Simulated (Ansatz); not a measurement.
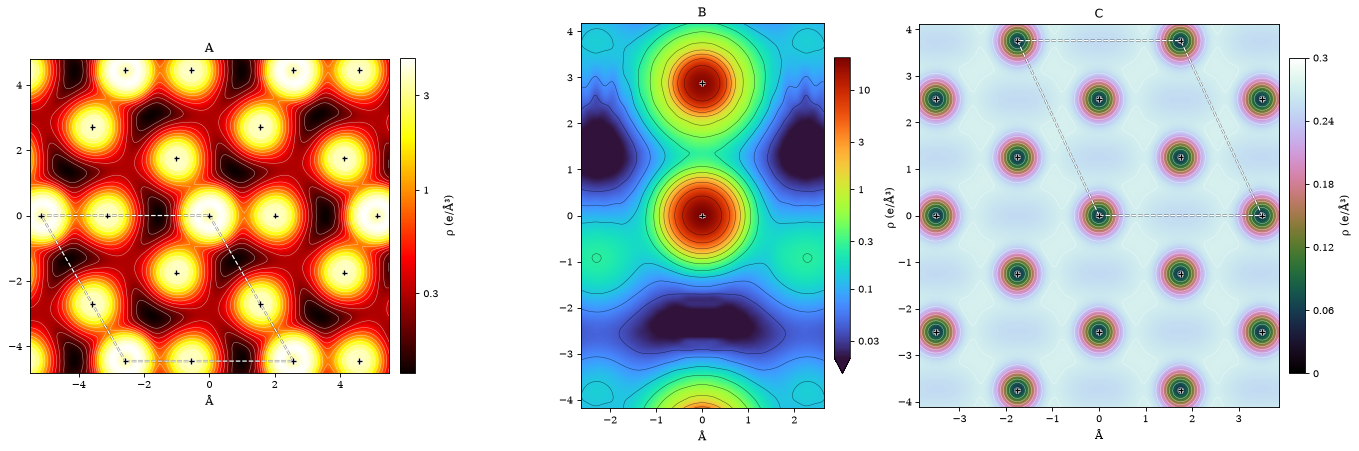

The valence electron density of 3 systems, each on a plane through atoms (crosses mark nuclei in the plane).

The calculation used DFT, PBE, PAW with Ansatz's default frozen-core files, scalar-relativistic in Ansatz 0.2.0.

System 1: AgI, the (010) plane of the conventional cell. Space group P6₃mc; changed on purpose from its base cell (zz strain of +2 %, PAW files).

System 2: TaN, the (001) plane of the conventional cell. Space group P-62m; changed on purpose from its base cell (equal xx and yy strain of -1 %, PAW files); computed pressure about 12 GPa in this cell.

```yaml
crystal:
  lattice:
    - [5.14404, 0.00000, 0.00000]
    - [-2.57202, 4.45487, 0.00000]
    - [0.00000, 0.00000, 2.91100]
  atoms:
    - { symbol: Ta, position: [0.33333, 0.66667, 0.50000] }
    - { symbol: Ta, position: [0.66667, 0.33333, 0.50000] }
    - { symbol: Ta, position: [0.00000, 0.00000, 0.00000] }
    - { symbol: N, position: [0.39285, 0.00000, 0.00000] }
    - { symbol: N, position: [0.60715, 0.60715, 0.00000] }
    - { symbol: N, position: [0.00000, 0.39285, 0.00000] }
```

System 3: Be, the (101) plane of the conventional cell. Space group R-3m; a structure from a database of computed crystals, not necessarily the ambient phase; changed on purpose from its base cell (equal xy, yz and zx shear strains of +2 %, PAW files).

```cif
data_structure
_symmetry_space_group_name_H-M 'P 1'
_symmetry_Int_Tables_number 1
_cell_length_a 3.5089
_cell_length_b 3.5089
_cell_length_c 2.2139
_cell_angle_alpha 90.000
_cell_angle_beta 90.000
_cell_angle_gamma 120.000
_cell_volume 23.61
loop_
_atom_site_label
_atom_site_type_symbol
_atom_site_fract_x
_atom_site_fract_y
_atom_site_fract_z
_atom_site_occupancy
Be1 Be 0.00000 0.00000 0.00000 1
Be2 Be 0.66667 0.33333 0.33333 1
Be3 Be 0.33333 0.66667 0.66667 1
```

**Match each panel to its system.**

Panel A is system 2, TaN: the plane holds Ta and N. Ta–N (2.02 Å): the density is about 0.91 e/Å³ at the midpoint. Panel B is system 1, AgI: the plane holds Ag and I. Ag–I (2.87 Å): the density is about 0.3 e/Å³ at the midpoint. Panel C is system 3, Be: the plane holds Be. Be–Be (2.16 Å): the density is about 0.27 e/Å³ at the midpoint.
